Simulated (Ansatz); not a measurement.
## Single-point calculation of InAs (part 1 of 2)

The run: single-point calculation of InAs (slab, 12 atoms in the cell). Method and program: DFT PBE, scalar-relativistic, plane waves, PAW, no spin polarisation (Ansatz 0.2.0).

The structure derives from an entry of the Crystallography Open Database. It belongs to a series of runs on one base structure; here: (1 1 0) slab cut from the bulk. Figures and captions count atoms from 1; the log counts them from 0 in places.

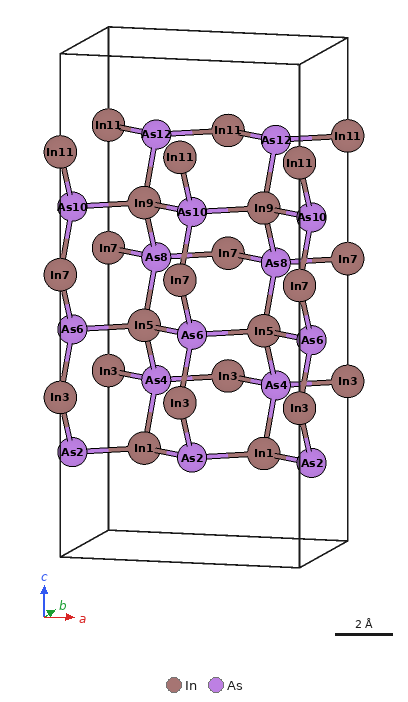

Fig. 1: The structure (ball-and-stick view of the 2 × 1 repeat of the cell, with the vacuum cut short, seen slightly off an axis; atoms are numbered from 1 in the order of the input). An atom can appear more than once, as a periodic image.

### Input file
```yaml
crystal:
  lattice:
    - [4.3746994688, 0.0, 0.0]
    - [0.0, 6.1867593201, 0.0]
    - [0.0, 0.0, 25.936748672]
  atoms:
    - { symbol: In, position: [0.5, 0.5, 0.2891650027] }
    - { symbol: As, position: [0.0, 0.25, 0.2891650027] }
    - { symbol: In, position: [0.0, 0.0, 0.3734990016] }
    - { symbol: As, position: [0.5, 0.75, 0.3734990016] }
    - { symbol: In, position: [0.5, 0.5, 0.4578330005] }
    - { symbol: As, position: [0.0, 0.25, 0.4578330005] }
    - { symbol: In, position: [0.0, 0.0, 0.5421669995] }
    - { symbol: As, position: [0.5, 0.75, 0.5421669995] }
    - { symbol: In, position: [0.5, 0.5, 0.6265009984] }
    - { symbol: As, position: [0.0, 0.25, 0.6265009984] }
    - { symbol: In, position: [0.0, 0.0, 0.7108349973] }
    - { symbol: As, position: [0.5, 0.75, 0.7108349973] }
basis:
  ecutwfc: 420
kpoints:
  mp_grid: { grid: [8, 6, 1] }
hamiltonian:
  xc: pbe
scf:
  occupations: { method: gaussian, width: 0.1 }
output:
  forces: true
  stress: true
  eigenvalues: true
  write_density: true
  write_potential: true
  elf: true
  volumetric_format: npy
efield:
  axis: 3
  dipole_correction: true
  ramp_width: 0.04
```

Launch command:
```bash
ansatz run input.yaml --threads 1 --pin off --max-ram 2560MiB --backend cpu --events-out ev --progress --plain --runs-dir out
```

### The program's output
```
Engine: ansatz 0.2.0, x86_64-unknown-linux-gnu
Pseudopotentials: kind: paw
Pseudopotential: In, paw, valence charge 13, recommended cutoff 420 eV (normal), In.paw.azcp
Pseudopotential: As, paw, valence charge 15, recommended cutoff 420 eV (normal), As.paw.azcp
Functional definition: PBE
  parameter kappa = 0.804
  parameter beta = 0.06672455060314922
  exchange = pbe_x(kappa = kappa, mu = beta*pi^2/3)
  correlation = pbe_c(beta = beta)
Crystal: 12 atoms, lattice volume = 701.984 Å³
Basis set: ecut = 420 eV, 13733 PW (Γ), exchange–correlation on 60×90×360 points (8 copies of the dense FFT grid, shifted against one another)
Bands: 101, of which v1, the nominal top of the filled ones, is band 84 counted from 1 (83 counted from 0)
Symmetry: 2 space group operations
k-points: 20 of 48 (time reversal used)
Non-local potential: In, projectors of the file, l = 0: 2, l = 1: 2, l = 2: 2, l = 3: 2
Non-local potential: As, projectors of the file, l = 0: 2, l = 1: 2, l = 2: 3, l = 3: 1
PAW form: soft (Blöchl's): semilocal exchange-correlation on the pseudo side does not see the compensation charge
PAW one-centre angular grid: In, 590 points (default); XC on 64 Gauss nodes
PAW one-centre angular grid: As, 590 points (default); XC on 64 Gauss nodes
Initial density: superposition of atomic densities (neutral atoms: chi_scale 0, normalization atom), corrected by the library's trained network
Initial wavefunctions: pseudopotential atomic-orbital guess
Functional: x = pbe(κ = 0.804, μ = 0.2195149727645171), c = pbe(β = 0.06672455060314922)
SCF iter   1: F=—  HF=-62724.120247 eV  |F-HF|=—  |Δ(HF+E_count)|=         —  Δρ=1.86e-3  dr2=6.39e-2  ethr=1.77e-3  p=0.000 e·Å  D=3.61e-14 V/Å  ΔV_dip=-0.00 eV  dr2_dipole=2.04e-7  V_vac-E_F(+/−)=4.44/4.44 eV  ⟨swp⟩=6.6  Hψ=7913  notcnv=0  defer=33
efield: sawtooth ramp at fractional position 0.9800 (placed from the atoms, in the widest stretch of the axis that holds none; the zero of the levels goes with the place), width 0.0400; the density the first Hamiltonian is built on has a dipole p = 0.000 e·Å; the dipole correction subtracts the counter field D = 3.61e-14 V/Å, which shifts the + side's vacuum level by -0.00 eV against the − side's; the planar-averaged density in the ramp window peaks in size at 2.8e-6 e/Å³
preconditioner: auto → Resta (q_TF=auto, 2.150 Å⁻¹)  ε∞=2.2  [insulator: Δε(μ)=0.315 eV  Ē_g=13.270 eV  σ=0.100 eV  W_gap=0.97  n_scr=126 (ndim 8)  ℏωp=14.6 eV  f_vac=0.477  D(μ)=0.07/eV (n_scr^D=0)  ε∞_Penn≈2.2  vacuum switching on, ρ_ref=1.3e-2 e/Å³]
SCF iter   2: F=—  HF=-62724.103771 eV  |F-HF|=—  |Δ(HF+E_count)|=   1.65e-2  Δρ=8.83e-4  dr2=1.34e-2  ethr=3.80e-5  p=-0.000 e·Å  D=-8.00e-5 V/Å  ΔV_dip=0.00 eV  dr2_dipole=7.08e-6  V_vac-E_F(+/−)=4.43/4.43 eV  ⟨swp⟩=2.0  Hψ=3420  notcnv=0  defer=57
SCF iter   3: F=—  HF=-62724.104531 eV  |F-HF|=—  |Δ(HF+E_count)|=   7.60e-4  Δρ=5.36e-4  dr2=1.56e-2  ethr=7.98e-6  p=0.002 e·Å  D=3.92e-4 V/Å  ΔV_dip=-0.01 eV  dr2_dipole=1.71e-4  V_vac-E_F(+/−)=4.38/4.39 eV  ⟨swp⟩=2.0  Hψ=3105  notcnv=0  defer=57
SCF iter   4: F=—  HF=-62724.103630 eV  |F-HF|=—  |Δ(HF+E_count)|=   9.01e-4  Δρ=2.75e-4  dr2=3.66e-3  ethr=7.98e-6  p=-0.004 e·Å  D=-1.01e-3 V/Å  ΔV_dip=0.03 eV  dr2_dipole=1.16e-3  V_vac-E_F(+/−)=4.44/4.41 eV  ⟨swp⟩=2.0  Hψ=2059  notcnv=0  defer=57
SCF iter   5: F=—  HF=-62724.104472 eV  |F-HF|=—  |Δ(HF+E_count)|=   8.42e-4  Δρ=2.53e-4  dr2=1.18e-2  ethr=2.18e-6  p=0.011 e·Å  D=2.91e-3 V/Å  ΔV_dip=-0.08 eV  dr2_dipole=9.64e-3  V_vac-E_F(+/−)=4.38/4.45 eV  ⟨swp⟩=2.0  Hψ=2070  notcnv=0  defer=57  recentre
SCF iter   6: F=—  HF=-62724.103620 eV  |F-HF|=—  |Δ(HF+E_count)|=   8.52e-4  Δρ=1.47e-4  dr2=7.48e-4  ethr=2.18e-6  p=-0.002 e·Å  D=-5.49e-4 V/Å  ΔV_dip=0.01 eV  dr2_dipole=3.40e-4  V_vac-E_F(+/−)=4.42/4.41 eV  ⟨swp⟩=2.0  Hψ=2054  notcnv=0  defer=57
SCF iter   7: F=—  HF=-62724.103698 eV  |F-HF|=—  |Δ(HF+E_count)|=   7.74e-5  Δρ=4.34e-5  dr2=3.54e-5  ethr=4.45e-7  p=-0.000 e·Å  D=-9.93e-5 V/Å  ΔV_dip=0.00 eV  dr2_dipole=1.13e-5  V_vac-E_F(+/−)=4.41/4.41 eV  ⟨swp⟩=1.9  Hψ=2070  notcnv=0  defer=60
SCF iter   8: F=—  HF=-62724.103680 eV  |F-HF|=—  |Δ(HF+E_count)|=   1.76e-5  Δρ=1.22e-5  dr2=1.42e-6  ethr=2.11e-8  p=-0.000 e·Å  D=-9.50e-6 V/Å  ΔV_dip=0.00 eV  dr2_dipole=1.13e-7  V_vac-E_F(+/−)=4.41/4.41 eV  ⟨swp⟩=2.0  Hψ=2395  notcnv=0  defer=99
SCF iter   9: F=—  HF=-62724.103682 eV  |F-HF|=—  |Δ(HF+E_count)|=   2.07e-6  Δρ=4.04e-6  dr2=1.51e-7  ethr=8.43e-10  p=0.000 e·Å  D=7.45e-7 V/Å  ΔV_dip=-0.00 eV  dr2_dipole=4.27e-10  V_vac-E_F(+/−)=4.41/4.41 eV  ⟨swp⟩=2.0  Hψ=3108  notcnv=0  defer=99
SCF iter  10: F=-62724.103682 eV  HF=-62724.103682 eV  |F-HF|=6.04e-9  |Δ(HF+E_count)|=   2.30e-7  Δρ=1.21e-6  dr2=1.79e-8  ethr=5.95e-11  p=-0.000 e·Å  D=-6.04e-7 V/Å  ΔV_dip=0.00 eV  dr2_dipole=7.64e-11  V_vac-E_F(+/−)=4.41/4.41 eV  ⟨swp⟩=17.9  Hψ=15369  notcnv=0
SCF 1 converged in 10 iterations: F = -62724.103682 eV  dr2 = 1.79e-8
  greatest PAW one-centre occupation: 0.999 electrons in one spin orbital (limit 2), on the As atom at site 11 (counted from 0), in its partial waves of l = 2
```

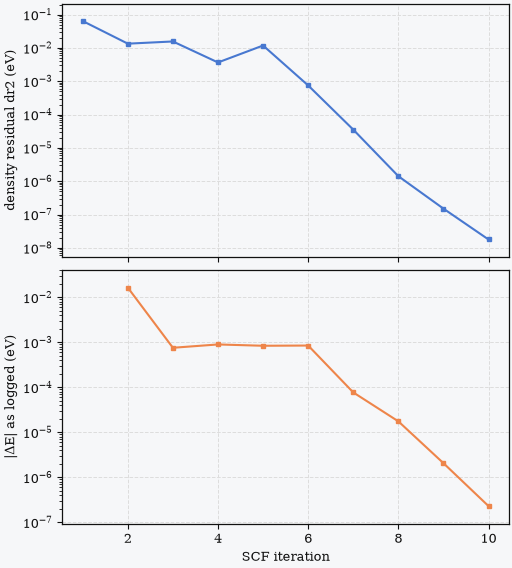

Fig. 2: Convergence of the self-consistent field: density residual dr2 and size of the energy change against the SCF iteration. The residual comes down, with one marked jump up, by a factor of about 3, at step 5.

```
WARN: The output density's exchange-correlation potential varies sharply where the density is thin. Do not read a vacuum level from v_tot or v_xc, or from such a field of the output density. On a cell that repeats whose density bears no net charge and no dipole along the vacuum's axis use v_es (v_loc + v_h of the components); under efield.dipole_correction with no amplitude use v_es + v_field, which holds any external_charges[].barrier, or the levels of the report's work_function block, which leave it out; under a non-zero efield.amplitude the vacuum is tilted and has no level; on a cell that repeats and bears such a dipole with no correction it is tilted too, and efield.dipole_correction with no amplitude gives each side of its ramp a level where efield: is served; in a cell that repeats whose density bears a net charge (total_charge, or a fill off its count) it is curved and has none; of a slab under crystal.periodic whose density bears no net charge use v_es, which has a level on each side, short of where the two are joined; of another it falls or rises all the way out and has none; of a slab beside external_charges read slab_vacuum_level instead, which it has where they leave it neutral. The grid or the basis barely resolves most such structure, and the values can differ between equally converged runs; as a rule a tighter scf.convergence.dr2_threshold does not remove it. Where the density itself ripples (under the LDA too) a higher basis.ecutwfc lessens it. The files hold the spikes' plane waves up to the density's cutoff. Files: v_tot_of_output_density and the like, and their columns of v_z.tsv (output.write_potential); v_xc_of_output_density and the like, and their columns of v_comp_z.tsv (output.write_potential_components). Measured: with its Gaussian average of σ = 0.25 Å subtracted twice, the exchange-correlation potential is over 0.1 eV at 176 of the grid points where the equally averaged density (valence and model cores) is under 1e-3 e/Å³, and 0.314 eV at the most among them, at an averaged density of 1.9e-8 e/Å³. The input density's (outcome.potential() and, of a run that writes arrays, v_tot and v_xc) is over 0.1 eV, so measured, at 68 points of its own thin density, 0.138 eV at the most. See output.write_potential in the manual, Limitations
SCF converged after 10 iterations
Free energy (F): -62724.103682 eV
Harris-Foulkes:  -62724.103682 eV  (|F-HF|=6.04e-9)
Internal energy: -62724.103294 eV  (E = F + TS)
E sigma→0 (E₀):  -62724.103488 eV
Entropy (-TS):   -0.000389 eV (-0.032 meV/atom)
Fermi energy:    1.415651 eV
Dipole field:    D = 0.000006 V/Å  (p = 0.000022 e·Å, saw-weighted, corrected)
Work function:   Φ+ = 4.4091 eV   Φ− = 4.4092 eV
Levels:          The Fermi level and band energies are counted from a zero that moves with the ramp; work functions are not
--- Per-component energies (eV) ---
  E_band       = -2946.186214
  E_kinetic    = 2065.944412
  E_local      = -121959.879684  (includes V_loc(G=0)·N_el)
  E_nonlocal   = -1822.055230
  E_hartree    = 60128.887193
  E_xc         = -1761.193995
  E_vxc        = -1062.844460  (∫ρ·V_xc dr)
  E_paw        = -35938.797378  (= ΣΔE_a)
  E_vpaw       = -425.120931  (= ΣTr[D̂ρ^β])
  E_aug_tail   = 0.000207  (compensation charges beyond the density's cutoff)
  E_efield     = 0.000000  (sawtooth field / dipole correction)
  E_vefield    = 0.000000  (∫n·V_field dr)
  E_ewald      = 36562.991180
  E_smearing   = -0.000389  (= −TS)
  E_closure    = -0.000000  (closes the sum)
  Σ components = -62724.103682   (vs F -62724.103682, Δ=0.00e0)
--- Forces (eV/Å), atoms counted from 1 ---
  atom   1  In     0.00000000    -0.82123449     0.99914653
  atom   2  As     0.00000000     0.15973647    -1.02061263
  atom   3  In     0.00000000     0.24399478     0.11980734
  atom   4  As     0.00000000     0.47599393    -0.34676791
  atom   5  In     0.00000000    -0.14058478     0.13374095
  atom   6  As     0.00000000     0.08207192     0.13357032
  atom   7  In     0.00000000    -0.14057652    -0.13374774
  atom   8  As     0.00000000     0.08206860    -0.13355765
  atom   9  In     0.00000000     0.24400478    -0.11981347
  atom  10  As     0.00000000     0.47598900     0.34675779
  atom  11  In     0.00000000    -0.82123737    -0.99914204
  atom  12  As     0.00000000     0.15973490     1.02061633
  max |Σ_I F_I| component: 3.88e-5 eV/Å
--- Stress (GPa, compression-positive) ---
       -0.470889       0.000000       0.000000
        0.000000      -0.403348       0.000002
        0.000000       0.000002       0.260037
  P = ⅓ Tr σ = -0.2047 GPa (-2.047 kbar)
--- Band table (eV; the first three rows and the last of 20) ---
```
